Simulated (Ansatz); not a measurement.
## Geometry relaxation of Si$_{5}$O$_{12}$ (charge +2) (part 3 of 4)

Continued. System: Si$_{5}$O$_{12}$ (defect cell, 17 atoms in the cell, total charge +2). Method: DFT PBE, scalar-relativistic, plane waves, PAW, PAW set soft_1, no spin polarisation (Ansatz 0.2.0); cutoff 420 eV, 2×2×2 k-mesh, Fermi–Dirac smearing of 0.02 eV. The structure derives from a Materials Project entry. It belongs to a series of runs on one base structure; here: end point B relaxed.

Geometry of the input (Å; fractional positions):
```
7.3006  0.0000  0.0000
-3.6503  6.3225  0.0000
0.0000  0.0000  7.0051
Si 0.5339  0.7669  0.4167
Si 0.2331  -0.2331  1.0833
Si 0.2331  0.4661  0.7500
Si 0.7669  0.2331  0.5833
Si 0.7669  0.5339  0.2500
O  0.6123  0.3877  0.0833
O  -0.0000  0.6829  0.1667
O  0.7753  0.3877  0.4167
O  0.6829  0.6829  0.3333
O  0.3171  0.3171  0.8333
O  0.6123  0.2247  0.7500
O  0.2247  0.6123  0.9167
O  0.3171  0.0000  0.0000
O  -0.0000  0.3171  0.6667
O  0.3877  0.7753  0.2500
O  0.3877  0.6123  0.5833
O  0.6829  0.0000  0.5000
```

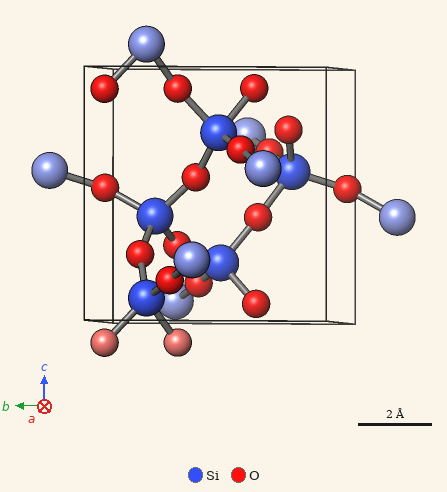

Figure 1. The geometry at step 14 of the log (ball-and-stick view of the cell of the calculation, seen at an oblique angle; neighbours outside the cell are drawn fainter).

### Trajectory as extended XYZ, continued
```
17
Lattice="7.3006 0.0000 0.0000 -3.6503 6.3225 0.0000 0.0000 0.0000 7.0051" Properties=species:S:1:pos:R:3:forces:R:3 step=7 energy=-9988.80971
Si    1.1159    4.8592    2.9188   -0.0707  -0.0408   0.0000
Si    2.5879   -1.4424    7.5951    0.0738   0.0390  -0.0041
Si    0.0448    2.9624    5.2477    0.0706   0.0444   0.0041
Si    4.6932    1.4709    4.1566    0.0092  -0.0475  -0.0102
Si    3.6205    3.3290    1.6810   -0.0365   0.0317   0.0102
O     2.9879    2.2985    0.4742   -0.0304  -0.0308  -0.0302
O    -2.4627    4.1701    1.0082    0.0001  -0.0201  -0.0125
O     4.1529    2.3977    2.9188   -0.0297  -0.0171   0.0000
O     2.4543    4.3655    2.1295    0.0325  -0.0254   0.0077
O     1.2650    2.0114    5.9168   -0.0543   0.0989   0.0169
O     3.4845    1.4383    5.3634   -0.0419  -0.0109   0.0302
O    -0.3029    4.0401    6.4214   -0.0274  -0.0158   0.0000
O     2.3744    0.0898   -0.0792    0.0585  -0.0965  -0.0169
O    -1.2703    2.1046    4.8294   -0.0174   0.0101   0.0125
O    -0.1246    5.0623    1.8870    0.0393   0.0121  -0.0197
O     0.6715    3.6835    3.9506    0.0301   0.0279   0.0197
O     5.0078   -0.0573    3.7081   -0.0057   0.0409  -0.0077
17
Lattice="7.3006 0.0000 0.0000 -3.6503 6.3225 0.0000 0.0000 0.0000 7.0051" Properties=species:S:1:pos:R:3:forces:R:3 step=8 energy=-9988.81605
Si    1.1378    4.8719    2.9188   -0.0764  -0.0441   0.0000
Si    2.6038   -1.4572    7.6056   -0.0411   0.0994   0.1210
Si    0.0399    2.9836    5.2371    0.0656  -0.0853  -0.1210
Si    4.6815    1.4740    4.1633    0.0194  -0.0811   0.0689
Si    3.6173    3.3173    1.6743   -0.0605   0.0573  -0.0689
O     2.9454    2.2993    0.4754    0.0559  -0.0263   0.0291
O    -2.4291    4.1197    1.0197    0.0606   0.0350  -0.0047
O     4.1065    2.3709    2.9188   -0.0037  -0.0022   0.0000
O     2.4790    4.3832    2.1278   -0.0067  -0.0030  -0.0112
O     1.2101    2.0392    5.9882   -0.0464  -0.0239  -0.0220
O     3.4639    1.4011    5.3622    0.0052   0.0615  -0.0291
O    -0.2690    4.0597    6.4214    0.0221   0.0127   0.0000
O     2.3710    0.0284   -0.1506   -0.0439  -0.0283   0.0220
O    -1.2971    2.1589    4.8179    0.0606   0.0350   0.0047
O    -0.0979    5.0815    1.8825    0.0037  -0.0115  -0.0048
O     0.7015    3.6969    3.9551   -0.0081   0.0090   0.0048
O     5.0355   -0.0447    3.7098   -0.0059  -0.0043   0.0112
17
Lattice="7.3006 0.0000 0.0000 -3.6503 6.3225 0.0000 0.0000 0.0000 7.0051" Properties=species:S:1:pos:R:3:forces:R:3 step=9 energy=-9988.81706
Si    1.1364    4.8711    2.9188   -0.0220  -0.0127   0.0000
Si    2.6090   -1.4532    7.6145    0.0820   0.1421  -0.0971
Si    0.0460    2.9861    5.2282    0.1641   0.0000   0.0971
Si    4.6853    1.4688    4.1683   -0.0234   0.0337   0.0321
Si    3.6147    3.3232    1.6693    0.0175  -0.0371  -0.0321
O     2.9592    2.2660    0.4945    0.0291   0.1274   0.0255
O    -2.4113    4.1117    1.0258   -0.1864  -0.0749   0.0909
O     4.0866    2.3594    2.9188    0.0629   0.0363   0.0000
O     2.4761    4.3929    2.1163    0.1004  -0.0822  -0.0577
O     1.1693    2.0486    6.0567   -0.1212  -0.0055  -0.0256
O     3.4420    1.4297    5.3431    0.1249  -0.0385  -0.0255
O    -0.2446    4.0737    6.4214    0.0043   0.0025   0.0000
O     2.3588   -0.0117   -0.2191   -0.0654  -0.1022   0.0256
O    -1.2951    2.1784    4.8118   -0.1581  -0.1239  -0.0909
O    -0.0961    5.1034    1.8855    0.0187  -0.0182   0.0371
O     0.7214    3.6875    3.9521   -0.0064   0.0253  -0.0371
O     5.0424   -0.0521    3.7213   -0.0211   0.1280   0.0577
17
Lattice="7.3006 0.0000 0.0000 -3.6503 6.3225 0.0000 0.0000 0.0000 7.0051" Properties=species:S:1:pos:R:3:forces:R:3 step=10 energy=-9988.63092 accepted=F
Si    1.1420    4.8743    2.9188    0.8376   0.4836   0.0000
Si    2.6189   -1.4131    7.6090   -0.3709  -0.5215  -0.0951
Si    0.0857    2.9745    5.2337   -0.6371  -0.0605   0.0951
Si    4.6480    1.4778    4.2214    1.1763  -0.0835  -1.1885
Si    3.6038    3.2864    1.6162    0.5158   1.0604   1.1885
O     2.9657    2.2296    0.5100   -0.1259  -0.1436  -0.2580
O    -2.3501    4.1042    1.1227   -0.5613  -0.1628  -0.0590
O     4.0416    2.3334    2.9188    0.0499   0.0288   0.0000
O     2.5411    4.4019    2.1969    0.0545  -0.5301  -0.4338
O     1.0411    2.0229    6.2048   -0.1674   0.0645   0.0689
O     3.4138    1.4536    5.3276   -0.1873  -0.0372   0.2580
O    -0.2807    4.0529    6.4214    0.1063   0.0614   0.0000
O     2.2724   -0.1099   -0.3672   -0.0279  -0.1772  -0.0689
O    -1.2710    2.2351    4.7149   -0.4216  -0.4048   0.0590
O     0.0004    5.0747    1.8011   -0.0165   0.2486   0.3169
O     0.7448    3.7855    4.0365    0.2070  -0.1385  -0.3169
O     5.0827   -0.0003    3.6407   -0.4318   0.3123   0.4338
17
Lattice="7.3006 0.0000 0.0000 -3.6503 6.3225 0.0000 0.0000 0.0000 7.0051" Properties=species:S:1:pos:R:3:forces:R:3 step=11 energy=-9988.83384
Si    1.1418    4.8742    2.9188    0.0884   0.0510   0.0000
Si    2.6119   -1.4451    7.6180    0.0452   0.0985  -0.0965
Si    0.0545    2.9845    5.2247    0.1079  -0.0101   0.0965
Si    4.6876    1.4696    4.1720    0.0207   0.0387  -0.0476
Si    3.6165    3.3248    1.6656    0.0439  -0.0014   0.0476
O     2.9677    2.2737    0.4961   -0.0176   0.0218  -0.0062
O    -2.3986    4.1123    1.0496   -0.0793  -0.0220   0.0313
O     4.0820    2.3568    2.9188    0.0505   0.0291   0.0000
O     2.4898    4.3968    2.1254   -0.0093  -0.0483  -0.0446
O     1.1010    2.0311    6.1258   -0.1452   0.1108   0.0102
O     3.4529    1.4333    5.3415    0.0101  -0.0262   0.0062
O    -0.2408    4.0760    6.4214    0.0067   0.0039   0.0000
O     2.3095   -0.0621   -0.2882    0.0234  -0.1812  -0.0102
O    -1.2882    2.1891    4.7880   -0.0588  -0.0577  -0.0313
O    -0.0776    5.1112    1.8747   -0.0400   0.0229  -0.0058
O     0.7374    3.6996    3.9629   -0.0001  -0.0461   0.0058
O     5.0526   -0.0422    3.7122   -0.0465   0.0161   0.0446
17
Lattice="7.3006 0.0000 0.0000 -3.6503 6.3225 0.0000 0.0000 0.0000 7.0051" Properties=species:S:1:pos:R:3:forces:R:3 step=12 energy=-9988.85427
Si    1.1457    4.8765    2.9188    0.1427   0.0824   0.0000
Si    2.6162   -1.4419    7.6224    0.0157   0.1749  -0.1301
Si    0.0594    2.9866    5.2203    0.1593  -0.0739   0.1301
Si    4.6917    1.4688    4.1733   -0.0297   0.0429  -0.0380
Si    3.6179    3.3288    1.6643    0.0223  -0.0472   0.0380
O     2.9696    2.2750    0.5020   -0.0119  -0.0019   0.0135
O    -2.3874    4.1092    1.0625   -0.0103   0.0079   0.0015
O     4.0764    2.3535    2.9188    0.0686   0.0396   0.0000
O     2.4960    4.4020    2.1242   -0.0702  -0.0153  -0.0160
O     1.0399    2.0371    6.2004   -0.1949   0.1885  -0.0409
O     3.4550    1.4343    5.3356   -0.0076  -0.0094  -0.0135
O    -0.2265    4.0842    6.4214   -0.0124  -0.0072   0.0000
O     2.2841   -0.1179   -0.3628    0.0657  -0.2631   0.0409
O    -1.2853    2.2003    4.7751    0.0017  -0.0128  -0.0015
O    -0.0687    5.1275    1.8714   -0.0700   0.0191  -0.0263
O     0.7559    3.6992    3.9662   -0.0184  -0.0702   0.0263
O     5.0602   -0.0394    3.7134   -0.0484  -0.0531   0.0160
17
Lattice="7.3006 0.0000 0.0000 -3.6503 6.3225 0.0000 0.0000 0.0000 7.0051" Properties=species:S:1:pos:R:3:forces:R:3 step=13 energy=-9988.87329
Si    1.1508    4.8794    2.9188    0.1581   0.0913   0.0000
Si    2.6256   -1.4506    7.6308   -0.1220   0.4764  -0.0639
Si    0.0566    2.9992    5.2119    0.3515  -0.3438   0.0639
Si    4.6967    1.4668    4.1713   -0.2236   0.0339   0.0688
Si    3.6187    3.3341    1.6663   -0.0824  -0.2106  -0.0688
O     2.9571    2.2759    0.5093    0.0607   0.0345   0.0545
O    -2.3761    4.0948    1.0660    0.1313   0.0561  -0.0482
O     4.0652    2.3471    2.9188    0.1114   0.0643   0.0000
O     2.4966    4.4100    2.1096   -0.1245   0.0516   0.0552
O     0.9718    2.0851    6.2988   -0.3297   0.3582  -0.2455
O     3.4496    1.4230    5.3283    0.0602   0.0353  -0.0545
O    -0.1929    4.1036    6.4214   -0.0418  -0.0241   0.0000
O     2.2917   -0.2010   -0.4612    0.1453  -0.4646   0.2455
O    -1.2922    2.2173    4.7716    0.1142   0.0856   0.0482
O    -0.0684    5.1572    1.8783   -0.0915  -0.0613  -0.0840
O     0.7818    3.6847    3.9593   -0.0989  -0.0486   0.0840
O     5.0675   -0.0429    3.7280   -0.0176  -0.1336  -0.0552
17
Lattice="7.3006 0.0000 0.0000 -3.6503 6.3225 0.0000 0.0000 0.0000 7.0051" Properties=species:S:1:pos:R:3:forces:R:3 step=14 energy=-9988.84086 accepted=F
Si    1.1613    4.8854    2.9188    0.5459   0.3152   0.0000
Si    2.6322   -1.4394    7.6385   -0.5807   0.5222  -0.4050
Si    0.0696    2.9992    5.2042    0.1619  -0.7640   0.4050
Si    4.6934    1.4707    4.1826   -0.0211   0.1010  -0.2937
Si    3.6204    3.3292    1.6550    0.0769  -0.0688   0.2937
O     2.9702    2.2780    0.5156   -0.0550  -0.1359  -0.1393
O    -2.3502    4.0909    1.1111    0.2339   0.1259  -0.1778
O     4.0581    2.3430    2.9188    0.0982   0.0567   0.0000
O     2.5236    4.4149    2.1322   -0.2996   0.0726   0.0233
O     0.8381    2.0952    6.4386   -0.4330   1.0539  -0.7968
O     3.4579    1.4333    5.3220   -0.1452   0.0203   0.1393
O    -0.1908    4.1048    6.4214   -0.0918  -0.0530   0.0000
O     2.2336   -0.3218   -0.6010    0.6962  -0.9019   0.7968
O    -1.2826    2.2417    4.7265    0.2260   0.1396   0.1778
O    -0.0298    5.1674    1.8535   -0.2335   0.0298  -0.1334
O     0.8099    3.7130    3.9841   -0.0910  -0.2172   0.1334
O     5.0852   -0.0219    3.7054   -0.0869  -0.2958  -0.0233
17
Lattice="7.3006 0.0000 0.0000 -3.6503 6.3225 0.0000 0.0000 0.0000 7.0051" Properties=species:S:1:pos:R:3:forces:R:3 step=15 energy=-9988.90715
Si    1.1573    4.8831    2.9188    0.2483   0.1434   0.0000
Si    2.6300   -1.4549    7.6388   -0.3175   0.5402   0.0260
Si    0.0550    3.0051    5.2039    0.3090  -0.5451  -0.0260
Si    4.6917    1.4686    4.1758   -0.1662   0.0209  -0.0154
Si    3.6177    3.3288    1.6618   -0.0650  -0.1544   0.0154
O     2.9568    2.2758    0.5080    0.0599  -0.0001   0.0132
O    -2.3663    4.0854    1.0799    0.1904   0.0779  -0.0924
O     4.0597    2.3439    2.9188    0.1011   0.0584   0.0000
O     2.5051    4.4120    2.1129   -0.1528   0.0449   0.0439
O     0.9171    2.1255    6.3615   -0.4093   0.5810  -0.3287
O     3.4493    1.4228    5.3296    0.0298   0.0520  -0.0132
O    -0.1881    4.1064    6.4214   -0.0223  -0.0129   0.0000
O     2.2993   -0.2685   -0.5239    0.2985  -0.6450   0.3287
O    -1.2954    2.2305    4.7577    0.1627   0.1259   0.0924
O    -0.0561    5.1638    1.8733   -0.1219  -0.0537  -0.0961
O     0.7937    3.6920    3.9643   -0.1074  -0.0788   0.0961
O     5.0735   -0.0366    3.7247   -0.0375  -0.1547  -0.0439
17
Lattice="7.3006 0.0000 0.0000 -3.6503 6.3225 0.0000 0.0000 0.0000 7.0051" Properties=species:S:1:pos:R:3:forces:R:3 step=16 energy=-9988.98588
Si    1.1638    4.8869    2.9188    0.2747   0.1586   0.0000
Si    2.6313   -1.4604    7.6503   -0.3996   0.5143   0.0876
Si    0.0509    3.0090    5.1925    0.2456  -0.6032  -0.0876
Si    4.6861    1.4695    4.1791   -0.0983   0.0160  -0.0658
Si    3.6157    3.3235    1.6585   -0.0353  -0.0932   0.0658
O     2.9605    2.2722    0.5058    0.0334  -0.0081  -0.0163
O    -2.3594    4.0773    1.0913    0.1683   0.0698  -0.0939
O     4.0554    2.3414    2.9188    0.0819   0.0473   0.0000
O     2.5106    4.4138    2.1150   -0.1252   0.0116   0.0090
O     0.8660    2.1865    6.4176   -0.4042   0.6604  -0.3067
O     3.4481    1.4278    5.3318    0.0097   0.0330   0.0163
O    -0.1889    4.1059    6.4214    0.0193   0.0111   0.0000
O     2.3266   -0.3433   -0.5800    0.3699  -0.6803   0.3067
O    -1.2989    2.2405    4.7463    0.1446   0.1108   0.0939
O    -0.0475    5.1686    1.8713   -0.1327  -0.0373  -0.0766
O     0.8022    3.6970    3.9663   -0.0986  -0.0962   0.0766
O     5.0777   -0.0326    3.7226   -0.0525  -0.1142  -0.0090
17
Lattice="7.3006 0.0000 0.0000 -3.6503 6.3225 0.0000 0.0000 0.0000 7.0051" Properties=species:S:1:pos:R:3:forces:R:3 step=17 energy=-9989.07836
Si    1.1734    4.8924    2.9188    0.3499   0.2020   0.0000
Si    2.6331   -1.4699    7.6685   -0.4915   0.5503  -0.1424
Si    0.0436    3.0153    5.1742    0.2309  -0.7008   0.1424
Si    4.6787    1.4697    4.1826   -0.0703   0.0619  -0.1662
Si    3.6121    3.3170    1.6550    0.0185  -0.0919   0.1662
O     2.9605    2.2731    0.4990   -0.0632  -0.0223  -0.0850
O    -2.3513    4.0643    1.1060    0.2022   0.1106  -0.1234
O     4.0452    2.3355    2.9188    0.0702   0.0405   0.0000
O     2.5179    4.4170    2.1140   -0.1437   0.0190  -0.0033
O     0.7944    2.2813    6.5030   -0.3276   0.5919  -0.5195
O     3.4488    1.4274    5.3386   -0.0509  -0.0436   0.0850
O    -0.1851    4.1081    6.4214    0.0701   0.0405   0.0000
O     2.3729   -0.4526   -0.6654    0.3488  -0.5796   0.5195
O    -1.3062    2.2540    4.7316    0.1969   0.1198   0.1234
O    -0.0376    5.1786    1.8722   -0.1811  -0.0147  -0.0770
O     0.8157    3.7006    3.9654   -0.1033  -0.1495   0.0770
O     5.0841   -0.0279    3.7236   -0.0554  -0.1339   0.0033
17
Lattice="7.3006 0.0000 0.0000 -3.6503 6.3225 0.0000 0.0000 0.0000 7.0051" Properties=species:S:1:pos:R:3:forces:R:3 step=18 energy=-9989.13706
Si    1.1829    4.8979    2.9188    0.1482   0.0856   0.0000
Si    2.6232   -1.4699    7.6919   -0.2426   0.3861  -0.2655
Si    0.0386    3.0067    5.1508    0.2131  -0.4031   0.2655
Si    4.6699    1.4681    4.1836   -0.0916   0.1399  -0.1301
Si    3.6064    3.3102    1.6540    0.0754  -0.1493   0.1301
O     2.9371    2.2948    0.4759   -0.0469   0.0173  -0.1214
O    -2.3548    4.0595    1.1012    0.0519   0.0510  -0.0400
O     4.0404    2.3328    2.9188    0.0587   0.0339   0.0000
O     2.5144    4.4195    2.1015   -0.1019   0.0322   0.0040
O     0.7471    2.4195    6.5639   -0.0778  -0.0154  -0.4058
O     3.4559    1.3962    5.3617   -0.0084  -0.0492   0.1214
O    -0.1787    4.1118    6.4214    0.1803   0.1041   0.0000
O     2.4689   -0.5628   -0.7263   -0.0522  -0.0597   0.4058
O    -1.3121    2.2534    4.7364    0.0701   0.0194   0.0400
O    -0.0471    5.1932    1.8862   -0.0841  -0.0314  -0.0010
O     0.8236    3.6851    3.9514   -0.0693  -0.0571   0.0010
O     5.0846   -0.0322    3.7361   -0.0231  -0.1043  -0.0040
17
Lattice="7.3006 0.0000 0.0000 -3.6503 6.3225 0.0000 0.0000 0.0000 7.0051" Properties=species:S:1:pos:R:3:forces:R:3 step=19 energy=-9989.13275 accepted=F
Si    1.1598    4.8846    2.9188   -0.3018  -0.1743   0.0000
Si    2.5893   -1.4238    7.6767    0.4891  -0.5806   0.1893
Si    0.0616    2.9543    5.1660   -0.2582   0.7139  -0.1893
Si    4.6523    1.4799    4.1888    0.2224  -0.2536   0.2478
Si    3.6077    3.2891    1.6488   -0.1084   0.3194  -0.2478
O     2.9351    2.4151    0.3161    0.1345  -0.1400   0.0315
O    -2.3771    4.0755    1.0647   -0.0709  -0.0221   0.0951
O     4.0452    2.3355    2.9188   -0.0510  -0.0294   0.0000
O     2.4785    4.3847    2.0897    0.1552  -0.1397  -0.0981
O     0.8011    2.4078    6.5342    0.0678  -0.0956   0.4520
O     3.5591    1.3343    5.5215   -0.0540   0.1865  -0.0315
O    -0.1329    4.1382    6.4214   -0.2063  -0.1191   0.0000
O     2.4858   -0.5102   -0.6966   -0.0489   0.1066  -0.4520
O    -1.3093    2.2261    4.7729   -0.0546  -0.0503  -0.0951
O    -0.0919    5.1910    1.8989    0.0961  -0.0170   0.1222
O     0.7993    3.6473    3.9387    0.0333   0.0917  -0.1222
O     5.0365   -0.0459    3.7479   -0.0434   0.2042   0.0981
17
Lattice="7.3006 0.0000 0.0000 -3.6503 6.3225 0.0000 0.0000 0.0000 7.0051" Properties=species:S:1:pos:R:3:forces:R:3 step=20 energy=-9989.17913
Si    1.1703    4.8907    2.9188    0.0284   0.0164   0.0000
Si    2.6113   -1.4527    7.6833    0.0450  -0.0256  -0.0368
Si    0.0476    2.9878    5.1594    0.0003   0.0518   0.0368
Si    4.6608    1.4763    4.1902    0.0495   0.0531  -0.0122
Si    3.6089    3.2983    1.6474    0.0708   0.0163   0.0122
O     2.9533    2.3375    0.3892   -0.0128   0.0226  -0.0454
O    -2.3626    4.0657    1.0848   -0.0322  -0.0004   0.0183
O     4.0433    2.3344    2.9188   -0.0129  -0.0074   0.0000
O     2.4968    4.3988    2.0931   -0.0176  -0.0544  -0.0383
O     0.7723    2.4005    6.5395   -0.0232   0.0037   0.0024
O     3.5010    1.3889    5.4484    0.0132  -0.0224   0.0454
O    -0.1571    4.1243    6.4214   -0.0051  -0.0029   0.0000
O     2.4650   -0.5315   -0.7019   -0.0084  -0.0219  -0.0024
O    -1.3105    2.2436    4.7528   -0.0165  -0.0277  -0.0183
O    -0.0674    5.1884    1.8930   -0.0134  -0.0031   0.0349
O     0.8093    3.6699    3.9446   -0.0094  -0.0101  -0.0349
O     5.0579   -0.0371    3.7445   -0.0559   0.0120   0.0383
17
Lattice="7.3006 0.0000 0.0000 -3.6503 6.3225 0.0000 0.0000 0.0000 7.0051" Properties=species:S:1:pos:R:3:forces:R:3 step=21 energy=-9989.18303
Si    1.1685    4.8896    2.9188    0.0245   0.0141   0.0000
Si    2.6096   -1.4532    7.6830    0.0893  -0.0902   0.0637
Si    0.0463    2.9866    5.1597   -0.0335   0.1224  -0.0637
Si    4.6572    1.4802    4.1936    0.0544   0.0068   0.0204
Si    3.6105    3.2931    1.6440    0.0331   0.0437  -0.0204
O     2.9556    2.3644    0.3500   -0.0047  -0.0249  -0.0358
O    -2.3639    4.0639    1.0815    0.0145   0.0135   0.0225
O     4.0401    2.3325    2.9188   -0.0404  -0.0233   0.0000
O     2.4924    4.3905    2.0885   -0.0307  -0.0435  -0.0255
O     0.7711    2.4067    6.5376    0.0315  -0.0521   0.1070
O     3.5254    1.3774    5.4876   -0.0239   0.0084   0.0358
O    -0.1505    4.1281    6.4214   -0.0318  -0.0184   0.0000
O     2.4698   -0.5356   -0.7000   -0.0294   0.0533  -0.1070
O    -1.3128    2.2434    4.7561    0.0190   0.0058  -0.0225
O    -0.0728    5.1866    1.8970   -0.0155   0.0053   0.0012
O     0.8051    3.6661    3.9406   -0.0032  -0.0161  -0.0012
O     5.0485   -0.0368    3.7491   -0.0530  -0.0049   0.0255
```
